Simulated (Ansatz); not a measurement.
**Hf₂N: geometry relaxation (part 1 of 2)**

Hf₂N (6 atoms in the cell), computed with DFT PBEsol, scalar-relativistic, plane waves, PAW, no spin polarisation (Ansatz 0.2.0).

The structure derives from a Materials Project entry.

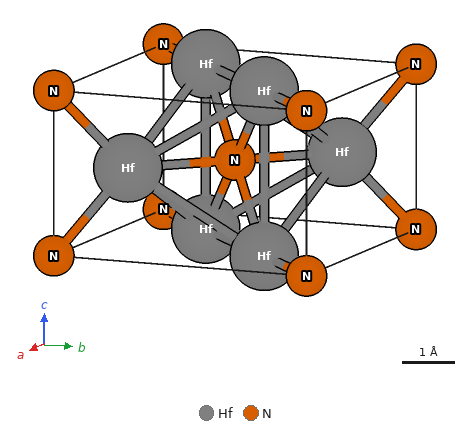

Figure 1. The structure as given in the input (ball-and-stick view of the cell of the calculation, seen slightly off an axis). Near neighbours in the crystal (not all of them lie inside the picture): Hf has 11 Hf at 3.07 to 3.24 Å and 3 N at 2.22 to 2.23 Å; N has 6 Hf at 2.22 to 2.23 Å.

The input
```yaml
crystal:
  lattice:
    - [5.31312402, 0.0, 0.0]
    - [0.0, 5.31312402, 0.0]
    - [0.0, 0.0, 3.24209839]
  atoms:
    - { symbol: Hf, position: [0.29553637, 0.29553637, 0.0] }
    - { symbol: Hf, position: [0.70446363, 0.70446363, 0.0] }
    - { symbol: Hf, position: [0.79553637, 0.20446363, 0.5] }
    - { symbol: Hf, position: [0.20446363, 0.79553637, 0.5] }
    - { symbol: "N", position: [0.0, 0.0, 0.0] }
    - { symbol: "N", position: [0.5, 0.5, 0.5] }
basis:
  ecutwfc: 420
kpoints:
  mp_grid: { grid: [8, 8, 12] }
hamiltonian:
  xc: pbesol
scf:
  occupations: { method: gaussian, width: 0.1 }
output:
  forces: true
  stress: true
  eigenvalues: true
  write_density: true
  write_potential: true
  elf: true
  volumetric_format: npy
relax:
  adjacent_minimum: "off"
  f_tol: 0.005
  max_steps: 80
  cell: { stress_tol: 0.05 }
```

Launched with:
```bash
ansatz run input.yaml --threads 1 --pin off --max-ram 2560MiB --backend cpu --events-out ev --progress --plain --runs-dir out
```

What the program printed
```
Engine: ansatz 0.2.0, x86_64-unknown-linux-gnu
Pseudopotentials: kind: paw
Pseudopotential: Hf, paw, valence charge 26, recommended cutoff 420 eV (normal), Hf.paw.azcp
Pseudopotential: N, paw, valence charge 5, recommended cutoff 420 eV (normal), N.paw.azcp
Functional definition: PBEsol
  exchange = pbesol_x
  correlation = pbesol_c
Crystal: 6 atoms, lattice volume = 91.522 Å³
Basis set: ecut = 420 eV, 1811 PW (Γ), exchange–correlation on 72×72×48 points (8 copies of the dense FFT grid, shifted against one another)
Bands: 69, of which v1, the nominal top of the filled ones, is band 57 counted from 1 (56 counted from 0)
Symmetry: 16 space group operations
Space group: P42/mnm (ITA 136), of the structure as read, at distance tolerance 4.5e-5 Å
k-points: 105 of 768
Non-local potential: Hf, projectors of the file, l = 0: 3, l = 1: 2, l = 2: 2, l = 3: 3
Non-local potential: N, projectors of the file, l = 0: 2, l = 1: 2, l = 2: 1
PAW form: soft (Blöchl's): semilocal exchange-correlation on the pseudo side does not see the compensation charge
PAW frozen core: Hf, regenerated for the run's functional, and the local potential with it (the file was generated under x = pbe(κ = 0.804, μ = 0.2195149727645171), c = pbe(β = 0.06672455060314922))
PAW frozen core: N, regenerated for the run's functional, and the local potential with it (the file was generated under x = pbe(κ = 0.804, μ = 0.2195149727645171), c = pbe(β = 0.06672455060314922))
PAW one-centre angular grid: Hf, 590 points (default); XC on 64 Gauss nodes
PAW one-centre angular grid: N, 110 points (default); XC on 64 Gauss nodes
Initial density: superposition of atomic densities (neutral atoms: chi_scale 0, normalization atom), corrected by the library's trained network
Initial wavefunctions: pseudopotential atomic-orbital guess
Functional: x = pbesol(κ = 0.804, μ = 0.12345679012345678), c = pbesol(β = 0.046)
SCF iter   1: F=—  HF=-63157.093350 eV  |F-HF|=—  |Δ(HF+E_count)|=         —  Δρ=6.48e-3  dr2=1.86e-2  ethr=1.77e-3  ⟨swp⟩=4.5  Hψ=21008  notcnv=0  defer=142
preconditioner: auto → Kerker (q_TF=auto, 2.830 Å⁻¹)  [metal: Δε(μ)=0.004 eV  Ē_g=17.814 eV  σ=0.100 eV  W_gap=0.02  n_scr=38 (ndim 8)  ℏωp=40.0 eV  f_vac=0.000  D(μ)=2.56/eV (n_scr^D=10)]
SCF iter   2: F=—  HF=-63157.092222 eV  |F-HF|=—  |Δ(HF+E_count)|=   1.13e-3  Δρ=4.01e-3  dr2=7.69e-3  ethr=1.63e-5  ⟨swp⟩=2.0  Hψ=10657  notcnv=0  defer=205
SCF iter   3: F=—  HF=-63157.092014 eV  |F-HF|=—  |Δ(HF+E_count)|=   2.08e-4  Δρ=8.18e-4  dr2=5.14e-4  ethr=6.75e-6  ⟨swp⟩=2.4  Hψ=11651  notcnv=0  defer=205
SCF iter   4: F=—  HF=-63157.091603 eV  |F-HF|=—  |Δ(HF+E_count)|=   4.12e-4  Δρ=3.70e-4  dr2=9.14e-5  ethr=4.51e-7  ⟨swp⟩=2.0  Hψ=12718  notcnv=0  defer=205
SCF iter   5: F=—  HF=-63157.091572 eV  |F-HF|=—  |Δ(HF+E_count)|=   3.06e-5  Δρ=1.51e-4  dr2=1.60e-5  ethr=8.01e-8  ⟨swp⟩=2.1  Hψ=11248  notcnv=0  defer=205
SCF iter   6: F=—  HF=-63157.091570 eV  |F-HF|=—  |Δ(HF+E_count)|=   1.94e-6  Δρ=3.19e-5  dr2=1.34e-6  ethr=1.40e-8  ⟨swp⟩=2.0  Hψ=8158  notcnv=0  defer=205
SCF iter   7: F=—  HF=-63157.091570 eV  |F-HF|=—  |Δ(HF+E_count)|=   2.55e-7  Δρ=1.01e-5  dr2=1.31e-7  ethr=1.17e-9  ⟨swp⟩=2.1  Hψ=11272  notcnv=0  defer=205
SCF iter   8: F=-63157.091570 eV  HF=-63157.091570 eV  |F-HF|=1.45e-8  |Δ(HF+E_count)|=   4.96e-8  Δρ=3.73e-6  dr2=1.83e-8  ethr=8.77e-11  ⟨swp⟩=13.9  Hψ=54690  notcnv=0
SCF 1 converged in 8 iterations: F = -63157.091570 eV  dr2 = 1.83e-8
  greatest PAW one-centre occupation: 0.998 electrons in one spin orbital (limit 2), on the Hf atom at site 1 (counted from 0), in its partial waves of l = 3
relax step   1: F+E_penalty+E_count = -63157.09156993 eV  Δ(F+E_penalty+E_count) = +0.000e0 eV  max|allowed force component| = 3.047e-3 eV/Å  Δτ_max = 0.0000 Å  P = -2.274 GPa  Ω = 91.522 Å³  (8 SCF iters, dr2 threshold 1.00e-7 eV, accepted)
Crystal: 6 atoms, lattice volume = 89.542 Å³
Basis set: ecut = 420 eV, 1779 PW (Γ), exchange–correlation on 72×72×48 points (8 copies of the dense FFT grid, shifted against one another)
Initial density: handed on by an earlier stage of this run
Initial wavefunctions: those handed on with the density
iter 1 solved again at ethr=3.09e-6 eV; its pass at ethr=3.10e-3 eV (dr2=3.52e-3 eV) is discarded
SCF iter   1: F=—  HF=-63157.093942 eV  |F-HF|=—  |Δ(HF+E_count)|=         —  Δρ=2.23e-3  dr2=3.63e-3  ethr=3.09e-6  ⟨swp⟩=1.9  Hψ=30621  notcnv=0
preconditioner: auto → Kerker (q_TF=auto, 2.840 Å⁻¹)  [metal: Δε(μ)=0.014 eV  Ē_g=17.863 eV  σ=0.100 eV  W_gap=0.08  n_scr=38 (ndim 8)  ℏωp=40.4 eV  f_vac=0.000  D(μ)=2.53/eV (n_scr^D=10)]
SCF iter   2: F=—  HF=-63157.093155 eV  |F-HF|=—  |Δ(HF+E_count)|=   7.87e-4  Δρ=6.67e-4  dr2=1.94e-4  ethr=3.09e-6  ⟨swp⟩=2.0  Hψ=11442  notcnv=0
SCF iter   3: F=—  HF=-63157.093141 eV  |F-HF|=—  |Δ(HF+E_count)|=   1.47e-5  Δρ=3.12e-4  dr2=5.16e-5  ethr=1.70e-7  ⟨swp⟩=2.0  Hψ=12897  notcnv=0
SCF iter   4: F=—  HF=-63157.093143 eV  |F-HF|=—  |Δ(HF+E_count)|=   2.14e-6  Δρ=1.58e-4  dr2=2.18e-5  ethr=4.53e-8  ⟨swp⟩=2.0  Hψ=12868  notcnv=0
SCF iter   5: F=—  HF=-63157.093135 eV  |F-HF|=—  |Δ(HF+E_count)|=   7.46e-6  Δρ=3.65e-5  dr2=1.10e-6  ethr=1.92e-8  ⟨swp⟩=2.0  Hψ=11388  notcnv=0
SCF iter   6: F=-63157.093135 eV  HF=-63157.093136 eV  |F-HF|=2.44e-7  |Δ(HF+E_count)|=   2.87e-7  Δρ=1.25e-5  dr2=1.41e-7  ethr=5.26e-10  ⟨swp⟩=11.4  Hψ=67978  notcnv=0
SCF 2 converged in 6 iterations: F = -63157.093135 eV  dr2 = 1.41e-7
relax step   2: F+E_penalty+E_count = -63157.09313541 eV  Δ(F+E_penalty+E_count) = -1.565e-3 eV  max|allowed force component| = 4.609e-2 eV/Å  Δτ_max = 0.0058 Å  P = +2.261 GPa  Ω = 89.542 Å³  energy of the carried Pulay correction = +3.455e-3 eV  (6 SCF iters, dr2 threshold 6.00e-7 eV, rejected (line search))
Crystal: 6 atoms, lattice volume = 90.454 Å³
Basis set: ecut = 420 eV, 1795 PW (Γ), exchange–correlation on 72×72×48 points (8 copies of the dense FFT grid, shifted against one another)
iter 1 solved again at ethr=1.00e-6 eV; its pass at ethr=3.10e-3 eV (dr2=1.14e-3 eV) is discarded
SCF iter   1: F=—  HF=-63157.100786 eV  |F-HF|=—  |Δ(HF+E_count)|=         —  Δρ=1.36e-3  dr2=1.04e-3  ethr=1.00e-6  ⟨swp⟩=2.3  Hψ=30560  notcnv=0
preconditioner: auto → Kerker (q_TF=auto, 2.836 Å⁻¹)  [metal: Δε(μ)=0.000 eV  Ē_g=17.861 eV  σ=0.100 eV  W_gap=0.00  n_scr=38 (ndim 8)  ℏωp=40.2 eV  f_vac=0.000  D(μ)=2.53/eV (n_scr^D=10)]
SCF iter   2: F=—  HF=-63157.100549 eV  |F-HF|=—  |Δ(HF+E_count)|=   2.37e-4  Δρ=5.67e-4  dr2=1.40e-4  ethr=9.13e-7  ⟨swp⟩=2.0  Hψ=11434  notcnv=0
SCF iter   3: F=—  HF=-63157.100521 eV  |F-HF|=—  |Δ(HF+E_count)|=   2.76e-5  Δρ=2.39e-4  dr2=3.83e-5  ethr=1.23e-7  ⟨swp⟩=2.0  Hψ=11050  notcnv=0
SCF iter   4: F=—  HF=-63157.100510 eV  |F-HF|=—  |Δ(HF+E_count)|=   1.16e-5  Δρ=9.51e-5  dr2=8.50e-6  ethr=3.36e-8  ⟨swp⟩=2.0  Hψ=13221  notcnv=0
SCF iter   5: F=—  HF=-63157.100504 eV  |F-HF|=—  |Δ(HF+E_count)|=   5.44e-6  Δρ=4.28e-5  dr2=1.03e-6  ethr=7.46e-9  ⟨swp⟩=2.0  Hψ=12812  notcnv=0
SCF iter   6: F=—  HF=-63157.100504 eV  |F-HF|=—  |Δ(HF+E_count)|=   1.47e-7  Δρ=8.99e-6  dr2=7.58e-8  ethr=9.07e-10  ⟨swp⟩=2.0  Hψ=13228  notcnv=0
SCF iter   7: F=—  HF=-63157.100504 eV  |F-HF|=—  |Δ(HF+E_count)|=   3.45e-8  Δρ=2.19e-6  dr2=5.70e-9  ethr=6.65e-11  ⟨swp⟩=2.0  Hψ=13228  notcnv=0
SCF iter   8: F=—  HF=-63157.100504 eV  |F-HF|=—  |Δ(HF+E_count)|=   1.08e-9  Δρ=5.96e-7  dr2=4.30e-10  ethr=5.00e-12  ⟨swp⟩=2.0  Hψ=13250  notcnv=0
SCF iter   9: F=-63157.100504 eV  HF=-63157.100504 eV  |F-HF|=4.37e-11  |Δ(HF+E_count)|=  1.38e-10  Δρ=1.65e-7  dr2=5.27e-11  ethr=1.00e-12  ⟨swp⟩=7.7  Hψ=41225  notcnv=0
SCF 3 converged in 9 iterations: F = -63157.100504 eV  dr2 = 5.27e-11
relax step   3: F+E_penalty+E_count = -63157.10050413 eV  Δ(F+E_penalty+E_count) = -8.934e-3 eV  max|allowed force component| = 1.238e-2 eV/Å  Δτ_max = 0.0000 Å  P = +0.116 GPa  Ω = 90.454 Å³  energy of the carried Pulay correction = +1.852e-3 eV  (9 SCF iters, accepted)
Crystal: 6 atoms, lattice volume = 90.506 Å³
iter 1 solved again at ethr=1.82e-8 eV; its pass at ethr=3.10e-3 eV (dr2=2.07e-5 eV) is discarded
SCF iter   1: F=—  HF=-63157.100718 eV  |F-HF|=—  |Δ(HF+E_count)|=         —  Δρ=2.01e-4  dr2=2.58e-5  ethr=1.82e-8  ⟨swp⟩=3.0  Hψ=29445  notcnv=0
preconditioner: auto → Kerker (q_TF=auto, 2.835 Å⁻¹)  [metal: Δε(μ)=0.039 eV  Ē_g=17.853 eV  σ=0.100 eV  W_gap=0.21  n_scr=38 (ndim 8)  ℏωp=40.2 eV  f_vac=0.000  D(μ)=2.54/eV (n_scr^D=10)]
SCF iter   2: F=—  HF=-63157.100703 eV  |F-HF|=—  |Δ(HF+E_count)|=   1.57e-5  Δρ=1.18e-4  dr2=1.01e-5  ethr=1.82e-8  ⟨swp⟩=1.9  Hψ=7561  notcnv=0
SCF iter   3: F=—  HF=-63157.100699 eV  |F-HF|=—  |Δ(HF+E_count)|=   3.69e-6  Δρ=3.14e-5  dr2=1.04e-6  ethr=8.84e-9  ⟨swp⟩=2.0  Hψ=11550  notcnv=0
SCF iter   4: F=-63157.100698 eV  HF=-63157.100698 eV  |F-HF|=7.90e-8  |Δ(HF+E_count)|=   5.28e-7  Δρ=1.35e-5  dr2=1.11e-7  ethr=2.28e-10  ⟨swp⟩=12.0  Hψ=68220  notcnv=0
SCF 4 converged in 4 iterations: F = -63157.100698 eV  dr2 = 1.11e-7
relax step   4: F+E_penalty+E_count = -63157.10069832 eV  Δ(F+E_penalty+E_count) = -1.942e-4 eV  max|allowed force component| = 3.295e-3 eV/Å  Δτ_max = 0.0006 Å  P = +0.003 GPa  Ω = 90.506 Å³  energy of the carried Pulay correction = +1.762e-3 eV  (4 SCF iters, dr2 threshold 2.59e-7 eV, accepted)
Initial wavefunctions: pseudopotential atomic-orbital guess (no wavefunctions were taken with the density)
iter 1 solved again at ethr=2.15e-8 eV; its pass at ethr=3.10e-3 eV (dr2=2.46e-5 eV) is discarded
SCF iter   1: F=—  HF=-63157.099008 eV  |F-HF|=—  |Δ(HF+E_count)|=         —  Δρ=4.73e-5  dr2=4.40e-7  ethr=2.15e-8  ⟨swp⟩=3.7  Hψ=44087  notcnv=0
preconditioner: auto → Kerker (q_TF=auto, 2.835 Å⁻¹)  [metal: Δε(μ)=0.039 eV  Ē_g=17.853 eV  σ=0.100 eV  W_gap=0.21  n_scr=38 (ndim 8)  ℏωp=40.2 eV  f_vac=0.000  D(μ)=2.55/eV (n_scr^D=10)]
SCF iter   2: F=—  HF=-63157.098995 eV  |F-HF|=—  |Δ(HF+E_count)|=   1.28e-5  Δρ=2.58e-5  dr2=1.66e-7  ethr=3.86e-10  ⟨swp⟩=2.1  Hψ=13045  notcnv=0
SCF iter   3: F=—  HF=-63157.098996 eV  |F-HF|=—  |Δ(HF+E_count)|=   4.46e-8  Δρ=1.30e-5  dr2=4.58e-8  ethr=1.46e-10  ⟨swp⟩=2.1  Hψ=11055  notcnv=0
SCF iter   4: F=—  HF=-63157.098996 eV  |F-HF|=—  |Δ(HF+E_count)|=   1.10e-8  Δρ=2.07e-6  dr2=4.24e-9  ethr=4.02e-11  ⟨swp⟩=2.0  Hψ=11529  notcnv=0
SCF iter   5: F=—  HF=-63157.098996 eV  |F-HF|=—  |Δ(HF+E_count)|=   1.60e-9  Δρ=1.11e-6  dr2=1.19e-9  ethr=3.72e-12  ⟨swp⟩=2.1  Hψ=13227  notcnv=0
SCF iter   6: F=-63157.098996 eV  HF=-63157.098996 eV  |F-HF|=5.82e-11  |Δ(HF+E_count)|=  1.31e-10  Δρ=1.78e-7  dr2=2.53e-11  ethr=1.00e-12  ⟨swp⟩=5.6  Hψ=42118  notcnv=0
SCF 5 converged in 6 iterations: F = -63157.098996 eV  dr2 = 2.53e-11
  greatest PAW one-centre occupation: 0.998 electrons in one spin orbital (limit 2), on the Hf atom at site 3 (counted from 0), in its partial waves of l = 3
relax step   5: F+E_penalty+E_count = -63157.09899554 eV  Δ(F+E_penalty+E_count) = +1.703e-3 eV  max|allowed force component| = 3.388e-3 eV/Å  Δτ_max = 0.0000 Å  P = -0.019 GPa  Ω = 90.506 Å³  stress off target by 2.75e-2 GPa  SCF on the basis re-selected at this cell (its energy is not comparable with the rows above)  (6 SCF iters)
```

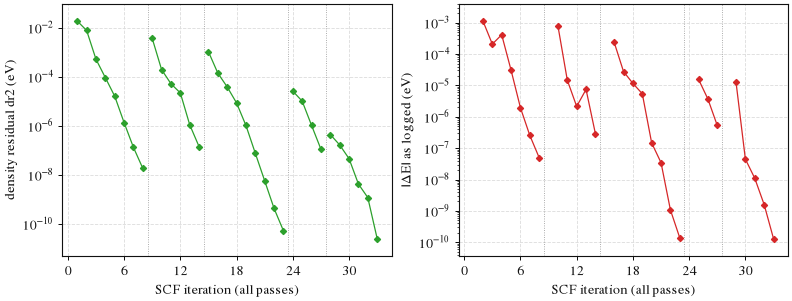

Figure 2. Convergence of the self-consistent field: density residual dr2 and size of the energy change against the SCF iteration. The dotted lines part the SCF passes of the relaxation: geometry steps, rejected trials and re-solves on a re-selected basis. The 5 passes take 4 to 9 iterations each, 33 in all.

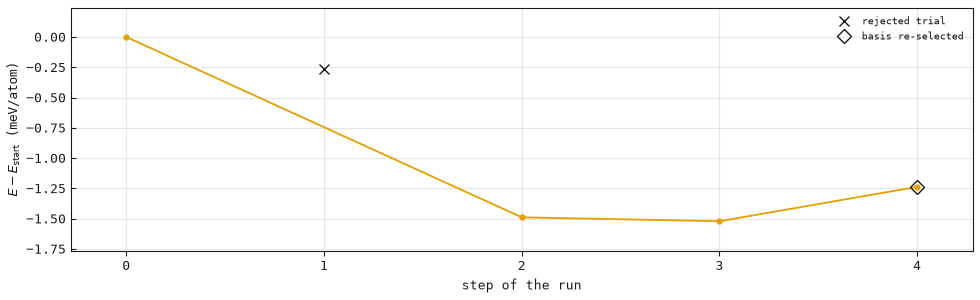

Figure 3. Progress of the relaxation, step by step (the first geometry is step 0 here and step 1 in the log). After 3 geometry steps the energy has fallen by 1.5 meV per atom. Largest force component: 0.003 eV/Å at the start, 0.0034 eV/Å at the end. Pressure: −2.27 GPa at the start and −0.02 GPa at the end. The line search rejected the trial step at point 1 (counted from 0) and went back. The atoms keep their places relative to the cell (all moves are under 0.005 Å). A last SCF at the same geometry on a re-selected plane-wave basis shifts the energy by +0.3 meV per atom.
